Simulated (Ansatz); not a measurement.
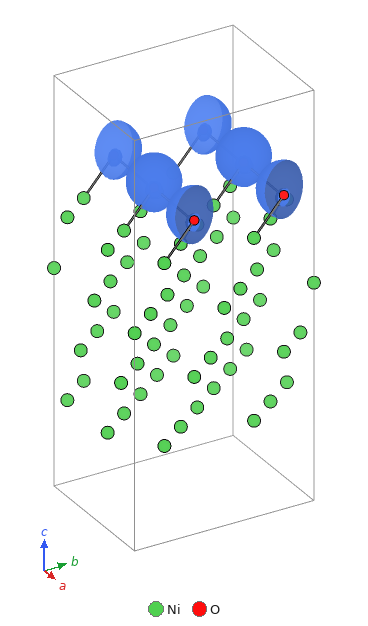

*Ni$_{12}$O (slab). Isosurface of the electron localisation function at 0.6 (blue), seen slightly off an axis. Only the valence region is drawn (cores and ρ < 0.01 e/Å³ removed). Sticks mark near contacts.*

The SCF solution may not be the lowest one; spin-polarised.

Theory: Ansatz, DFT PBE+D3(BJ), scalar-relativistic, plane waves, PAW.

Core electrons are frozen (PAW), and the valence fields are smoothed inside the atomic spheres.

The calculation's input:

```
crystal:
  lattice:
    - [4.2598905986, 0.0, 0.0]
    - [-2.1299452993, 3.6891734757, 0.0]
    - [0.0, 0.0, 25.0243950588]
  atoms:
    - { symbol: Ni, position: [0.0, 0.3333333333, 0.3396685506], spin: 0.76 }
    - { symbol: Ni, position: [0.3333333333, 0.0, 0.3396685506], spin: 0.76 }
    - { symbol: Ni, position: [0.6666666667, 0.6666666667, 0.3396685506], spin: 0.76 }
    - { symbol: Ni, position: [0.3333333333, 0.3333333333, 0.4199155129], spin: 0.78 }
    - { symbol: Ni, position: [0.6666666667, 0.0, 0.4199155129], spin: 0.78 }
    - { symbol: Ni, position: [0.0, 0.6666666667, 0.4199155129], spin: 0.78 }
    - { symbol: Ni, position: [0.6666666667, 0.3333333333, 0.5001624752], spin: 0.78 }
    - { symbol: Ni, position: [0.0, 0.0, 0.5001624752], spin: 0.78 }
    - { symbol: Ni, position: [0.3333333333, 0.6666666667, 0.5001624752], spin: 0.78 }
    - { symbol: Ni, position: [0.0, 0.3333333333, 0.5804094375], spin: 0.76 }
    - { symbol: Ni, position: [0.3333333333, 0.0, 0.5804094375], spin: 0.76 }
    - { symbol: Ni, position: [0.6666666667, 0.6666666667, 0.5804094375], spin: 0.76 }
    - { symbol: O, position: [0.0, 0.8333333333, 0.6387525062], spin: 2.0 }
basis:
  ecutwfc: 420
kpoints:
  mp_grid: { grid: [9, 9, 1] }
hamiltonian:
  xc: pbe
  dispersion: d3bj
scf:
  occupations: { method: gaussian, width: 0.1 }
output:
  forces: true
  eigenvalues: true
  populations: true
  write_density: true
  write_potential: true
  elf: true
  volumetric_format: npy
magnetization:
  spin_polarized: true
relax:
  adjacent_minimum: "off"
  f_tol: 0.03
  max_steps: 70
  constraints: [{ sites: [0, 1, 2, 3, 4, 5] }]
efield:
  axis: 3
  dipole_correction: true
```

Run with:

```sh
ansatz run input.yaml --threads 4 --pin off --max-ram 10240MiB --backend cpu --events-out ev --progress --plain --runs-dir out
```

The fields are those of the run's last geometry, not of the input's.

What do the ELF domains correspond to?

Answer. The surface consists of one region wrapped around O (its valence shell), counted in one cell of 13 atoms. Counts are for one cell; the picture repeats the cell along the surface. Profiles from the grid: Ni–O (1.82 Å): the ELF peaks at about 0.80 in the valence shell of O, 0.6 Å from its nucleus, and is about 0.25 at the midpoint: no shared electron pair shows on this line.
